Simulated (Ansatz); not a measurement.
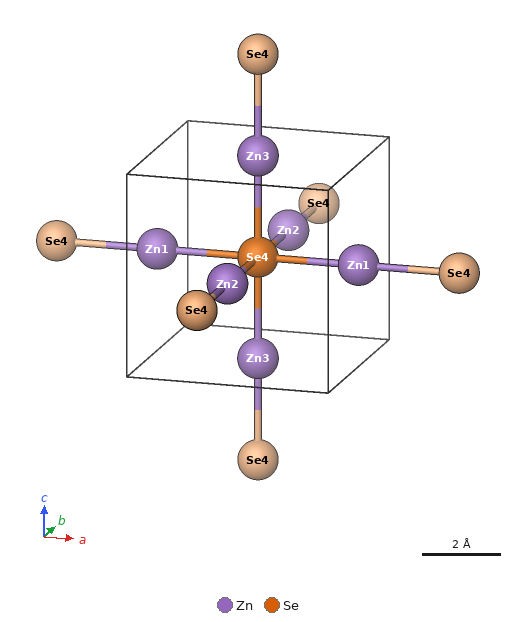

Fig. 1: The structure as given in the input (ball-and-stick view of the cell of the calculation, seen slightly off an axis; neighbours outside the cell are drawn fainter; atoms are numbered from 1 in the order of the input). An atom can appear more than once, as a periodic image. Near neighbours in the periodic cell (some may lie outside the picture): Zn has 2 Se at 2.71 Å; Se has 6 Zn at 2.71 Å.

# Geometry relaxation, with input and output: Zn₃Se

System: Zn₃Se (4 atoms in the cell).
Method: DFT PBE, scalar-relativistic, plane waves, PAW, no spin polarisation (Ansatz 0.2.0).

The structure was made by a generator, so it may or may not be a known phase. Figures and captions count atoms from 1; the log counts them from 0 in places.

**Input**
```yaml
crystal:
  lattice:
    - [5.4204431768, 0.0, 0.0]
    - [0.0, 5.4204431768, 0.0]
    - [0.0, 0.0, 5.4204431768]
  atoms:
    - { symbol: Zn, position: [0.0, 0.5, 0.5] }
    - { symbol: Zn, position: [0.5, 0.0, 0.5] }
    - { symbol: Zn, position: [0.5, 0.5, 0.0] }
    - { symbol: Se, position: [0.5, 0.5, 0.5] }
basis:
  ecutwfc: 420
kpoints:
  mp_grid: { grid: [8, 8, 8] }
hamiltonian:
  xc: pbe
scf:
  occupations: { method: gaussian, width: 0.1 }
output:
  forces: true
  stress: true
  eigenvalues: true
  write_density: true
  write_potential: true
  elf: true
  volumetric_format: npy
relax:
  adjacent_minimum: "off"
  f_tol: 0.01
  max_steps: 80
  cell: { stress_tol: 0.05 }
```

Launched with:
```bash
ansatz run input.yaml --threads 1 --pin off --max-ram 2560MiB --backend cpu --events-out ev --progress --plain --runs-dir out
```

**Log**
```
Engine: ansatz 0.2.0, aarch64-unknown-linux-gnu
Pseudopotentials: kind: paw
Pseudopotential: Zn, paw, valence charge 12, recommended cutoff 420 eV (normal), Zn.paw.azcp
Pseudopotential: Se, paw, valence charge 16, recommended cutoff 420 eV (normal), Se.paw.azcp
Functional definition: PBE
  parameter kappa = 0.804
  parameter beta = 0.06672455060314922
  exchange = pbe_x(kappa = kappa, mu = beta*pi^2/3)
  correlation = pbe_c(beta = beta)
Crystal: 4 atoms, lattice volume = 159.259 Å³
Basis set: ecut = 420 eV, 3119 PW (Γ), exchange–correlation on 80×80×80 points (8 copies of the dense FFT grid, shifted against one another)
Bands: 32, of which v1, the nominal top of the filled ones, is band 26 counted from 1 (25 counted from 0)
Symmetry: 48 space group operations
Space group: Pm-3m (ITA 221), of the structure as read, at distance tolerance 5.4e-5 Å
k-points: 35 of 512
Non-local potential: Zn, projectors of the file, l = 0: 2, l = 1: 2, l = 2: 3, l = 3: 1
Non-local potential: Se, projectors of the file, l = 0: 2, l = 1: 2, l = 2: 3, l = 3: 1
PAW form: soft (Blöchl's): semilocal exchange-correlation on the pseudo side does not see the compensation charge
PAW one-centre angular grid: Zn, 590 points (default); XC on 64 Gauss nodes
PAW one-centre angular grid: Se, 590 points (default); XC on 64 Gauss nodes
Initial density: superposition of atomic densities (neutral atoms: chi_scale 0, normalization atom), corrected by the library's trained network
Initial wavefunctions: pseudopotential atomic-orbital guess
Functional: x = pbe(κ = 0.804, μ = 0.2195149727645171), c = pbe(β = 0.06672455060314922)
SCF iter   1: F=—  HF=-15423.808444 eV  |F-HF|=—  |Δ(HF+E_count)|=         —  Δρ=2.70e-3  dr2=1.57e-2  ethr=1.77e-3  ⟨swp⟩=6.3  Hψ=5072  notcnv=0
preconditioner: auto → LDOS  [metal: Δε(μ)=0.045 eV  Ē_g=8.754 eV  σ=0.100 eV  W_gap=0.24  n_scr=26 (ndim 8)  ℏωp=19.1 eV  f_vac=0.307  D(μ)=2.06/eV (n_scr^D=6)  β→1.0]
SCF iter   2: F=—  HF=-15423.811371 eV  |F-HF|=—  |Δ(HF+E_count)|=   2.93e-3  Δρ=2.85e-3  dr2=8.45e-3  ethr=3.02e-5  ⟨swp⟩=2.0  Hψ=2250  notcnv=0  defer=24
SCF iter   3: F=—  HF=-15423.808695 eV  |F-HF|=—  |Δ(HF+E_count)|=   2.68e-3  Δρ=1.75e-3  dr2=2.92e-3  ethr=1.62e-5  ⟨swp⟩=2.0  Hψ=1775  notcnv=0  defer=24
SCF iter   4: F=—  HF=-15423.807605 eV  |F-HF|=—  |Δ(HF+E_count)|=   1.09e-3  Δρ=5.98e-4  dr2=4.14e-4  ethr=5.61e-6  ⟨swp⟩=2.0  Hψ=1973  notcnv=0  defer=17
SCF iter   5: F=—  HF=-15423.807556 eV  |F-HF|=—  |Δ(HF+E_count)|=   4.92e-5  Δρ=1.50e-4  dr2=2.48e-5  ethr=7.96e-7  ⟨swp⟩=2.0  Hψ=1793  notcnv=0  defer=18
SCF iter   6: F=—  HF=-15423.807578 eV  |F-HF|=—  |Δ(HF+E_count)|=   2.22e-5  Δρ=2.49e-5  dr2=1.03e-6  ethr=4.77e-8  ⟨swp⟩=2.0  Hψ=1995  notcnv=0  defer=18
SCF iter   7: F=-15423.807580 eV  HF=-15423.807580 eV  |F-HF|=3.16e-7  |Δ(HF+E_count)|=   1.64e-6  Δρ=4.98e-6  dr2=7.39e-8  ethr=1.92e-10  ⟨swp⟩=10.1  Hψ=8399  notcnv=0
SCF 1 converged in 7 iterations: F = -15423.807580 eV  dr2 = 7.39e-8
  greatest PAW one-centre occupation: 1.000 electrons in one spin orbital (limit 2), on the Se atom at site 3 (counted from 0), in its partial waves of l = 2
relax step   1: F+E_penalty+E_count = -15423.80758032 eV  Δ(F+E_penalty+E_count) = +0.000e0 eV  max|allowed force component| = 1.678e-28 eV/Å  Δτ_max = 0.0000 Å  P = +0.000 GPa  Ω = 159.259 Å³  (7 SCF iters, dr2 threshold 1.00e-7 eV, accepted)
Initial density: handed on by an earlier stage of this run
Initial wavefunctions: pseudopotential atomic-orbital guess (no wavefunctions were taken with the density)
iter 1 solved again at ethr=8.32e-9 eV; its pass at ethr=3.10e-3 eV (dr2=4.33e-6 eV) is discarded
SCF iter   1: F=—  HF=-15423.807561 eV  |F-HF|=—  |Δ(HF+E_count)|=         —  Δρ=4.94e-6  dr2=7.32e-8  ethr=8.32e-9  ⟨swp⟩=3.1  Hψ=8406  notcnv=0
preconditioner: auto → LDOS  [metal: Δε(μ)=0.028 eV  Ē_g=8.782 eV  σ=0.100 eV  W_gap=0.15  n_scr=26 (ndim 8)  ℏωp=19.1 eV  f_vac=0.310  D(μ)=1.99/eV (n_scr^D=6)  β→1.0]
SCF iter   2: F=—  HF=-15423.807580 eV  |F-HF|=—  |Δ(HF+E_count)|=   1.98e-5  Δρ=3.85e-6  dr2=3.13e-8  ethr=1.41e-10  ⟨swp⟩=2.3  Hψ=2051  notcnv=0
SCF iter   3: F=—  HF=-15423.807580 eV  |F-HF|=—  |Δ(HF+E_count)|=   4.04e-8  Δρ=3.56e-6  dr2=1.73e-8  ethr=6.02e-11  ⟨swp⟩=2.0  Hψ=2041  notcnv=0
SCF iter   4: F=—  HF=-15423.807580 eV  |F-HF|=—  |Δ(HF+E_count)|=   3.03e-8  Δρ=2.30e-6  dr2=8.75e-9  ethr=3.33e-11  ⟨swp⟩=2.2  Hψ=1837  notcnv=0
SCF iter   5: F=—  HF=-15423.807580 eV  |F-HF|=—  |Δ(HF+E_count)|=   4.25e-9  Δρ=5.20e-7  dr2=5.73e-10  ethr=1.68e-11  ⟨swp⟩=2.2  Hψ=2047  notcnv=0
SCF iter   6: F=-15423.807580 eV  HF=-15423.807580 eV  |F-HF|=7.28e-12  |Δ(HF+E_count)|=  6.37e-10  Δρ=9.90e-8  dr2=2.72e-11  ethr=1.00e-12  ⟨swp⟩=4.4  Hψ=6084  notcnv=0
SCF 2 converged in 6 iterations: F = -15423.807580 eV  dr2 = 2.72e-11
relax step   2: F+E_penalty+E_count = -15423.80758043 eV  Δ(F+E_penalty+E_count) = -1.097e-7 eV  max|allowed force component| = 2.222e-28 eV/Å  Δτ_max = 0.0000 Å  P = +0.000 GPa  Ω = 159.259 Å³  stress off target by 2.92e-4 GPa  SCF on the basis re-selected at this cell (its energy is not comparable with the rows above)  (6 SCF iters)
```

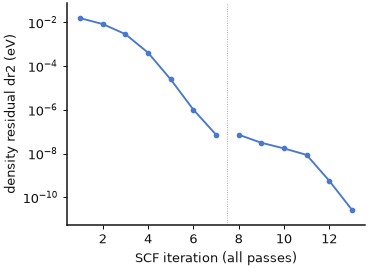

Fig. 2: Convergence of the self-consistent field: density residual dr2 against the SCF iteration. The dotted lines part the SCF passes of the relaxation: geometry steps, rejected trials and re-solves on a re-selected basis. The passes take 7 and 6 iterations.

```
basis re-selected at this cell: Δ(F+E_penalty+E_count) = -1.097e-7 eV, ΔP = -0.000 GPa vs the last step (what re-selecting the basis moved, of the pressure what is left beyond the Pulay correction that the steps carried, after the strain that the cell walked since its last selection, with what the two solves' SCF thresholds leave and, on support functions, any second-order correction that the steps lacked; it is no measure of the basis error at this ecutwfc). This SCF's stress stands 2.92e-4 GPa from its target on what of the cell is left free (relax.cell.stress_tol is 5.00e-2 GPa) and its largest allowed force component is 2.22e-28 eV/Å (relax.f_tol is 1.00e-2 eV/Å): within both
SCF converged after 6 iterations
Free energy (F): -15423.807580 eV
Harris-Foulkes:  -15423.807580 eV  (|F-HF|=7.28e-12)
Internal energy: -15423.797605 eV  (E = F + TS)
E sigma→0 (E₀):  -15423.802593 eV
Entropy (-TS):   -0.009975 eV (-2.494 meV/atom)
Fermi energy:    2.987034 eV
--- Per-component energies (eV) ---
  E_band       = -610.956273
  E_kinetic    = 505.070091
  E_local      = -10577.909863  (includes V_loc(G=0)·N_el)
  E_nonlocal   = 1243.452111
  E_hartree    = 4714.951660
  E_xc         = -510.272046
  E_vxc        = -245.630022  (∫ρ·V_xc dr)
  E_paw        = -7390.910336  (= ΣΔE_a)
  E_vpaw       = -965.839943  (= ΣTr[D̂ρ^β])
  E_aug_tail   = -0.001659  (compensation charges beyond the density's cutoff)
  E_ewald      = -3408.177563
  E_smearing   = -0.009975  (= −TS)
  E_closure    = 0.000000  (closes the sum)
  Σ components = -15423.807580   (vs F -15423.807580, Δ=0.00e0)
--- Forces (eV/Å), atoms counted from 1 ---
  atom   1  Zn     0.00000000    -0.00000000     0.00000000
  atom   2  Zn     0.00000000    -0.00000000    -0.00000000
  atom   3  Zn     0.00000000     0.00000000    -0.00000000
  atom   4  Se    -0.00000000     0.00000000    -0.00000000
  max |Σ_I F_I| component: 7.92e-28 eV/Å
--- Stress (GPa, compression-positive) ---
        0.000292      -0.000000      -0.000000
       -0.000000       0.000292       0.000000
       -0.000000       0.000000       0.000292
  P = ⅓ Tr σ = 0.0003 GPa (0.003 kbar)
--- Band table (eV; the first three rows and the last of 35) ---
  k-point 0: bands = ["-45.8490", "-45.8490", "-45.8490", "-45.8489", "-45.8489", "-11.0802", "-4.2603", "-4.2603", "-4.2603", "-4.2294", "-4.2294", "-4.1830", "-4.1830", "-4.1801", "-4.1801", "-4.1801", "-4.1407", "-4.0907", "-4.0907", "-4.0907", "-4.0179", "-1.2623", "-1.2623", "-1.2623", "-0.4700", "0.9662", "0.9662", "6.0300", "6.0300", "6.0300", "7.1699", "7.1699"]
  k-point 1: bands = ["-45.8490", "-45.8490", "-45.8490", "-45.8489", "-45.8489", "-11.0697", "-4.2590", "-4.2571", "-4.2571", "-4.2289", "-4.2260", "-4.2119", "-4.1829", "-4.1813", "-4.1806", "-4.1806", "-4.1432", "-4.1004", "-4.1004", "-4.0907", "-4.0286", "-1.6289", "-1.2363", "-1.2363", "-0.2184", "0.9860", "1.3268", "5.7603", "5.9429", "5.9429", "6.8671", "6.9485"]
  k-point 2: bands = ["-45.8490", "-45.8490", "-45.8490", "-45.8489", "-45.8489", "-11.0440", "-4.3027", "-4.2559", "-4.2471", "-4.2471", "-4.2263", "-4.2168", "-4.1843", "-4.1825", "-4.1825", "-4.1825", "-4.1503", "-4.1250", "-4.1250", "-4.0907", "-4.0436", "-2.0772", "-1.1725", "-1.1725", "-0.0262", "1.0357", "2.2679", "5.3363", "5.6608", "5.6608", "6.3334", "6.7402"]
  k-point 34: bands = ["-45.8490", "-45.8490", "-45.8490", "-45.8489", "-45.8489", "-10.8568", "-4.5736", "-4.5736", "-4.5736", "-4.2339", "-4.2171", "-4.2171", "-4.2171", "-4.1712", "-4.1712", "-4.1679", "-4.1679", "-4.1679", "-4.1160", "-4.1160", "-4.1160", "-1.9614", "-1.9614", "-1.9614", "3.0350", "3.0350", "3.0350", "4.4800", "4.4800", "4.4800", "6.5252", "6.6061"]
--- Relaxed structure (1 steps of the walk, 1 accepted, 1 SCFs on fresh bases) ---
  F+E_penalty+E_count = -15423.80758043 eV   max|allowed force component| = 2.222e-28 eV/Å   (the final SCF, on the basis selected at the relaxed cell)
  cell:  # Å, volume = 159.2591 Å³
    - [5.4204431768, 0.0, 0.0]
    - [0.0, 5.4204431768, 0.0]
    - [0.0, 0.0, 5.4204431768]
  atoms:
    - { symbol: Zn, position: [0.0, 0.49999999999999994, 0.49999999999999994] }
    - { symbol: Zn, position: [0.49999999999999994, 0.0, 0.49999999999999994] }
    - { symbol: Zn, position: [0.49999999999999994, 0.49999999999999994, 0.0] }
    - { symbol: Se, position: [0.49999999999999994, 0.49999999999999994, 0.49999999999999994] }
```

**Trajectory as extended XYZ (Å, eV, eV/Å), 2 frames, from step=1 to step=2**
```
4
Lattice="5.4204 0.0000 0.0000 0.0000 5.4204 0.0000 0.0000 0.0000 5.4204" Properties=species:S:1:pos:R:3:forces:R:3 step=1 energy=-15423.80758 pressure_GPa=0.00
Zn    0.0000    2.7102    2.7102    0.0000   0.0000   0.0000
Zn    2.7102    0.0000    2.7102    0.0000   0.0000   0.0000
Zn    2.7102    2.7102    0.0000    0.0000   0.0000   0.0000
Se    2.7102    2.7102    2.7102    0.0000   0.0000   0.0000
4
Lattice="5.4204 0.0000 0.0000 0.0000 5.4204 0.0000 0.0000 0.0000 5.4204" Properties=species:S:1:pos:R:3:forces:R:3 step=2 energy=-15423.80758 pressure_GPa=0.00
Zn    0.0000    2.7102    2.7102    0.0000   0.0000   0.0000
Zn    2.7102    0.0000    2.7102    0.0000   0.0000   0.0000
Zn    2.7102    2.7102    0.0000    0.0000   0.0000   0.0000
Se    2.7102    2.7102    2.7102    0.0000   0.0000   0.0000
```

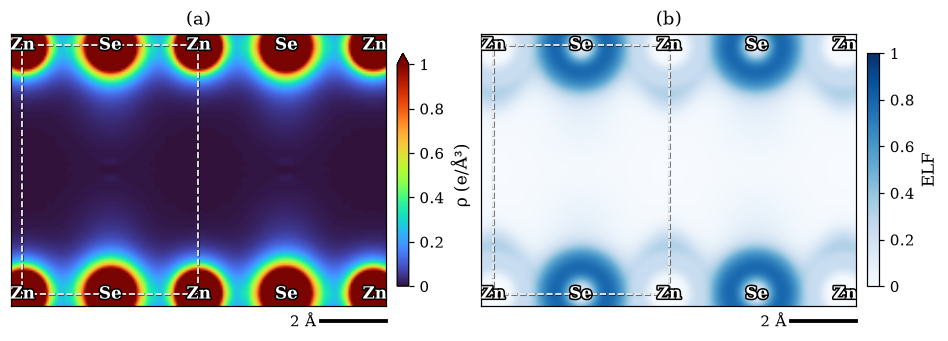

Fig. 3: (a) valence charge density (pseudo); (b) electron localisation function on the (101) plane of the conventional cell. Atoms in the plane: Zn and Se. Zn–Se (2.71 Å): the density is about 0.31 e/Å³ at the midpoint, with its minimum of 0.26 e/Å³ about 1.2 Å from Zn; the ELF is about 0.50 at the midpoint; no shared pair; the contact is polar. The density dies away to nearly zero in the voids. Core electrons are frozen (PAW), so the fields are smoothed inside the atomic spheres.

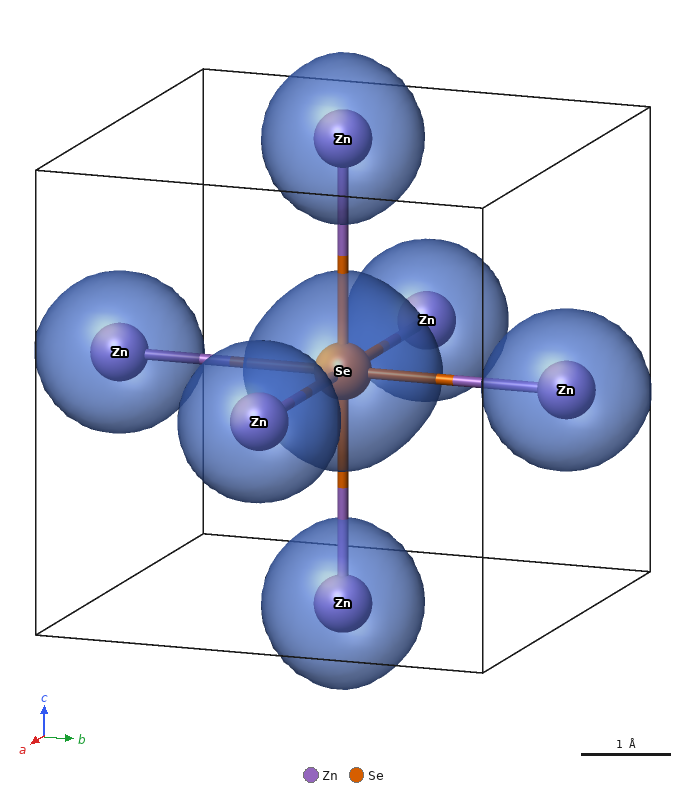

Fig. 4: Isosurface of the valence electron density at 0.4 e/Å³ (blue), seen slightly off an axis. Sticks mark near contacts. The outline is the cell set on symmetry axes. At this value the density breaks into separate islands; it holds about 80 % of the electrons treated as valence. It is pinched off along the Zn–Se (2.71 Å) contacts. On the grid the lowest density along these lines, outside the cores, is 0.26 e/Å³ (Zn–Se, 2.71 Å).

**Results in brief**

| quantity | value |
| --- | --- |
| outcome | converged |
| space group (tolerance 0.01 Å) | Pm-3m (221) |
| electrons treated | 52 |
| free energy | −15423.8076 eV |
| Fermi energy | 2.987 eV |
| gap on the k-point mesh | none (metallic) |
| pressure | 0.00 GPa |
| final volume | 159.26 Å³ |
| largest force (length of the vector) at the end | under 0.001 eV/Å |
| final cell | a = 5.420 Å, b = 5.420 Å, c = 5.420 Å, α = 90.00°, β = 90.00°, γ = 90.00° |
| hardware | 1 thread of Arm Neoverse V2, 64 GiB of memory available, shared host |
| wall time | 26 s |
| peak memory | 0.47 GiB |
